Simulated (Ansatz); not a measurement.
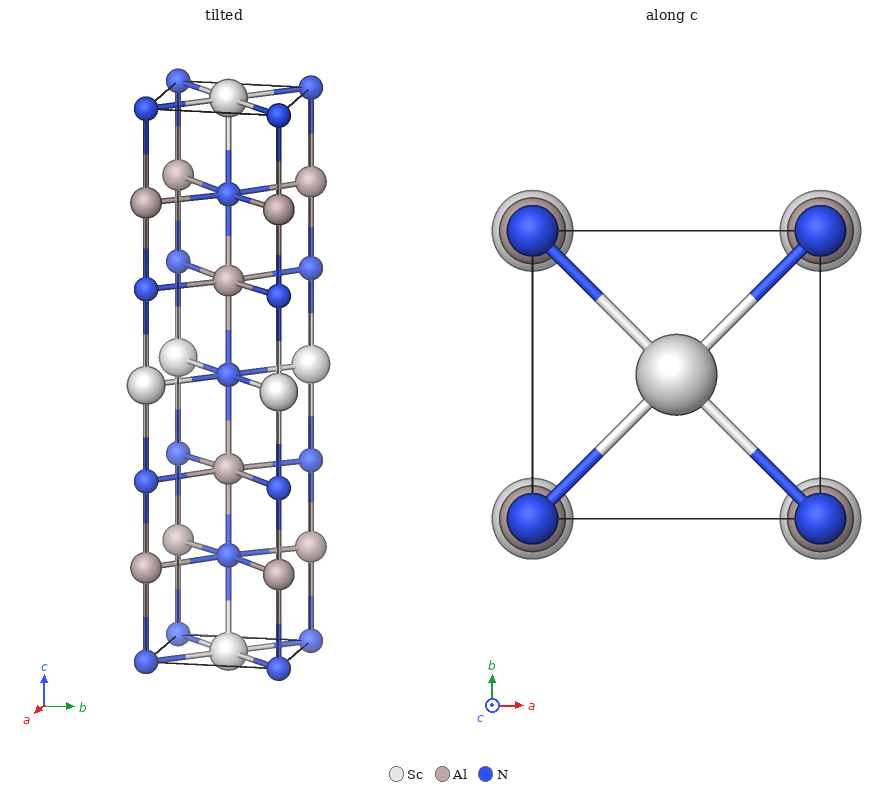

We look at a ball-and-stick model of the crystal slightly off an axis and along the c axis. One conventional unit cell is framed, with atoms on its boundary repeated. Cell: a = 3.03 Å, b = 3.03 Å, c = 12.56 Å, α = 90.00°, β = 90.00°, γ = 90.00°.

Starting structure: a structure type filled with these elements by a generator (whether the compound takes this form wasn't checked). Earlier steps of the study may have refined or changed the cell and positions. It was run through Ansatz as a DFT input.

Q: Caption:

A: Chemical formula ScAl2N3. It takes space group I4/mmm (No. 139) on a body-centred tetragonal lattice. Content of the cell: 2 Sc, 4 Al, 6 N (Z = 2). Each Sc atom is coordinated by six N in an octahedral arrangement at about 2.1 Å. The coordination shell of Al holds six N in a distorted octahedral arrangement at about 2.0 to 2.1 Å. N takes two kinds of site: 2a with four Sc and two Al in an octahedral arrangement (about 2.1 Å to Sc, 2.1 Å to Al); 4e with five Al and one Sc in a distorted octahedral arrangement (about 2.0 to 2.1 Å to Al, 2.2 Å to Sc). The bonds build a three-dimensional framework.

Computational set-up: Ansatz, DFT PBE, scalar-relativistic, plane waves, PAW, plane waves up to 420 eV, k-points about 0.24 Å⁻¹ apart, Gaussian smearing of 0.02 eV, no spin polarisation.

Q: What is the band gap, if any?

A: A semiconductor at this level, with a gap of 0.73 eV, indirect.

Q: State the Bader charges by element.

A: Sc +1.82 e; Al +2.44 e; N -2.35 to -2.01 e.

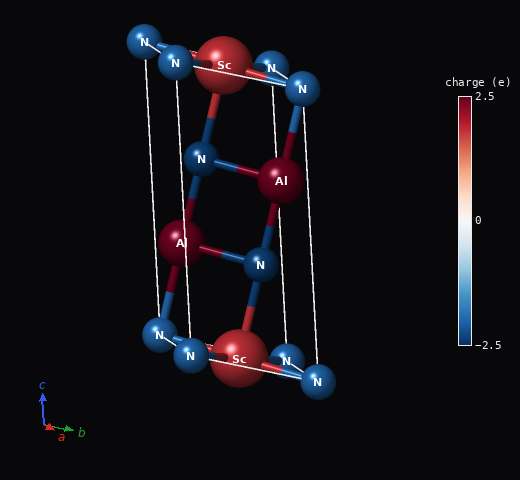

The atoms coloured by those charges. The run's cell of 6 atoms is drawn in a reduced setting, so axes and origin can differ from the first picture.

Q: Can this geometry be taken as optimised?

A: Yes. All forces vanish to within 0.01 eV/Å. The pressure is 0.0 GPa, close to zero.
